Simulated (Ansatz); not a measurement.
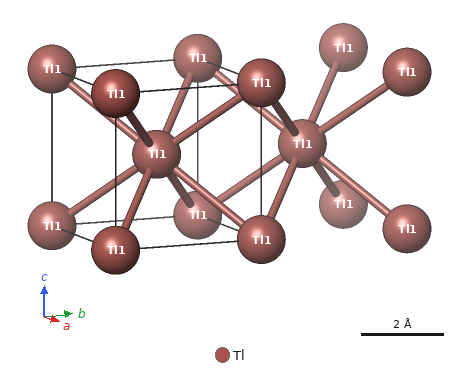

This is a symmetric starting cell of Tl. The picture is a ball-and-stick view of the conventional cell (2 times the calculation's cell), repeated 1 × 2 × 1 with one cell outlined, seen slightly off an axis. Lengths and directions refer to the drawn axes.

All numbers below come from DFT PBE, scalar-relativistic, plane waves, PAW (Ansatz). Settings: plane-wave cutoff 420 eV; k-point mesh 14 × 14 × 14; occupations gaussian; smearing width 0.1 eV; no spin polarisation.

Now this is done to it. The cell is strained by −6.3 % along b and +2.7 % across it (volume −1.3 %), the atoms keeping their fractional coordinates. No relaxation follows. The starting cell wasn't computed here and needn't be at equilibrium, so pressure and forces aren't due to the change alone.

Predict the response.

Answer. The pressure is 2.8 GPa (not all of it need come from the change, since the unchanged cell can be under pressure at this level too). The principal stresses (compression positive) are 3.6 GPa along b and 2.3 GPa across it. All forces vanish by symmetry. Near-neighbour distances before and after: Tl–Tl 3.362 → 3.353 Å. The space group (tolerance 0.01 Å) goes from Im-3m (No. 229) to I4/mmm (No. 139).

The changed structure in the same view:

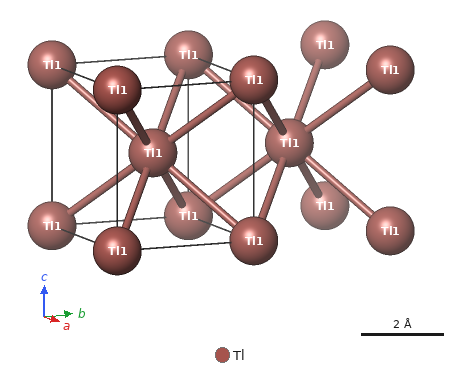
